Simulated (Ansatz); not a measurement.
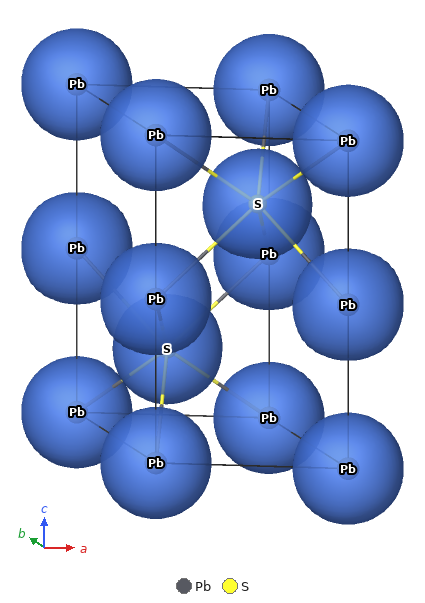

*PbS. Isosurface of the valence pseudo-density at 0.3 e/Å³ (blue), seen slightly off an axis. Sticks mark near contacts.*

Space group P6₃/mmc; started from the NiAs prototype, which need not be the ambient phase.

Method: Ansatz 0.2.0, DFT, PBE, plane waves, PAW.

In a PAW calculation such maps are meaningful between the atoms, not at the nuclei.

### What does this surface tell about the bonding?

At this value the density breaks into separate islands; it holds about 75 % of the electrons treated as valence (semicore included). It bridges none of the near contacts. It is pinched off along the sampled Pb–S (3.02 Å) contacts. On the grid the lowest density along these lines, outside the cores, is 0.2 e/Å³ (Pb–S, 3.02 Å).
